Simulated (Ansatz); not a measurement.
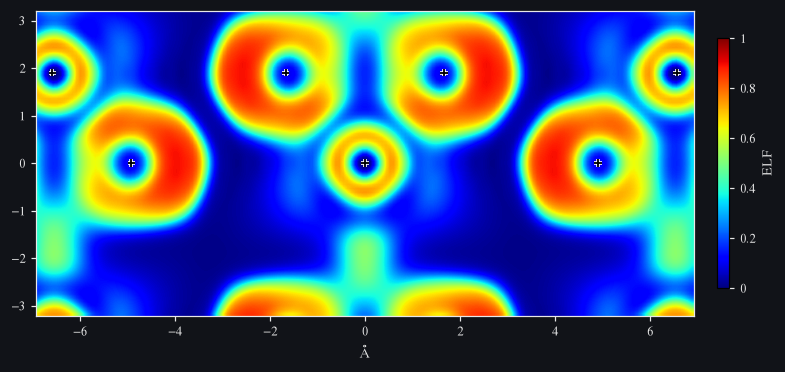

The electron localisation function on a plane through atoms (crosses mark nuclei in the plane).

These are results of DFT, r2SCAN with spin-orbit coupling, plane waves, PAW in Ansatz, not measurements.

Candidates:
A. WSe$_{2}$, a = 3.30 Å, b = 3.30 Å, c = 13.15 Å, α = 90.00°, β = 90.00°, γ = 120.00°. Space group P6₃/mmc; started from the 2H (MoS2) bulk prototype, which need not be the ambient phase.
B. MoS$_{2}$, a = 3.27 Å, b = 3.27 Å, c = 12.29 Å, α = 90.00°, β = 90.00°, γ = 120.00°. Space group P6₃/mmc; started from the 2H (MoS2) bulk prototype, which need not be the ambient phase; changed on purpose from its base cell (epitaxial xy strain +3.0%); computed pressure about −4 GPa in this cell.

Q: Which system is this?

A: Candidate A: WSe$_{2}$ on the (110) plane of the conventional cell, which holds W and Se. W–Se (2.53 Å): the ELF is about 0.55 at the midpoint.
